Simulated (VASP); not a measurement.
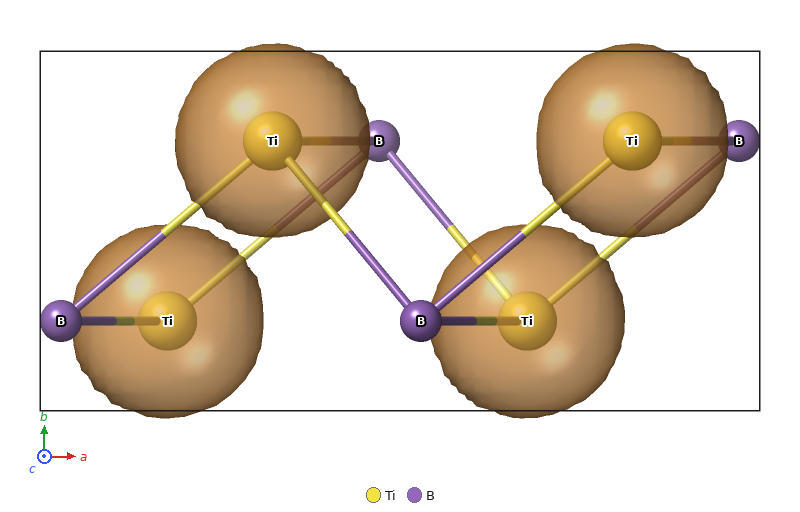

Figure 1: TiB. Isosurface of the valence electron density at 0.8 e/Å³ (orange), seen along the c axis. Sticks mark near contacts.

Space group Pnma; not relaxed (largest force 0.4 eV/Å); computed pressure about −17 GPa in this cell.

Theory: Kohn-Sham DFT of a periodic cell, PBEsol, VASP PAW PBE potentials, recommended (VASP).

```cif
data_structure
_symmetry_space_group_name_H-M 'P 1'
_symmetry_Int_Tables_number 1
_cell_length_a 6.2596
_cell_length_b 3.1298
_cell_length_c 4.6640
_cell_angle_alpha 90.000
_cell_angle_beta 90.000
_cell_angle_gamma 90.000
_cell_volume 91.37
loop_
_atom_site_label
_atom_site_type_symbol
_atom_site_fract_x
_atom_site_fract_y
_atom_site_fract_z
_atom_site_occupancy
Ti1 Ti 0.17700 0.25000 0.12300 1
Ti2 Ti 0.82300 0.75000 0.87700 1
Ti3 Ti 0.32300 0.75000 0.62300 1
Ti4 Ti 0.67700 0.25000 0.37700 1
B1 B 0.02900 0.25000 0.60300 1
B2 B 0.97100 0.75000 0.39700 1
B3 B 0.47100 0.75000 0.10300 1
B4 B 0.52900 0.25000 0.89700 1
```

**What does this surface tell about the bonding?**

At this value the density breaks into separate islands; it holds about 55 % of the electrons treated as valence. It bridges none of the near contacts. It is pinched off along the sampled B–B (1.87 Å), Ti–B (2.40 Å), Ti–B (2.44 Å) and Ti–B (2.60 Å) contacts. On the grid the lowest density along these lines, outside the cores, is 0.66 e/Å³ (B–B, 1.87 Å), 0.32 e/Å³ (Ti–B, 2.40 Å), 0.3 e/Å³ (Ti–B, 2.44 Å) and 0.26 e/Å³ (Ti–B, 2.60 Å).
